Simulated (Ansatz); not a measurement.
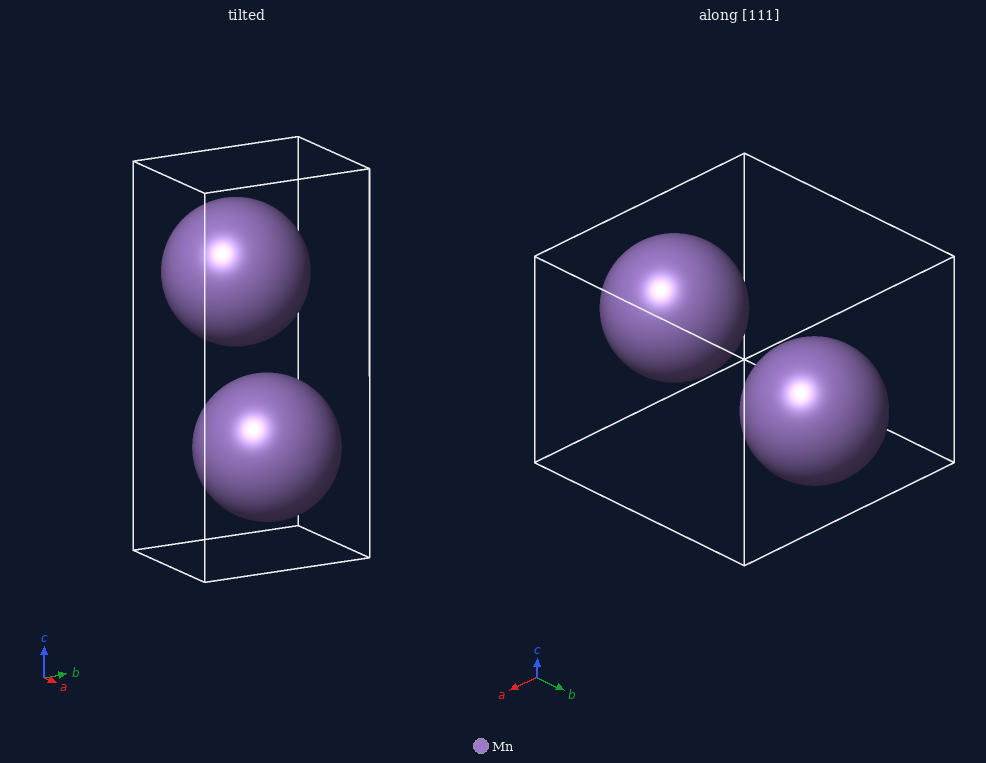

Spheres-only drawing of the structure, looking slightly off an axis and along [111]. The outline marks the conventional unit cell. Cell: a = 2.484 Å, b = 2.484 Å, c = 4.026 Å, α = 90.00°, β = 90.00°, γ = 120.00°.

- The element is manganese.
- The symmetry is that of P6_3/mmc (No. 194), on a primitive hexagonal lattice.
- It belongs to the family called hexagonal close-packed (Mg type).
- The cell holds two atoms.
- The neighbours of Mn are twelve Mn in an anticuboctahedral arrangement at about 2.5 Å.

The structure was taken from a structure listed in the Materials Project. Earlier steps of the study may have refined or changed the cell and positions. An electronic-structure calculation with Ansatz was run on it.
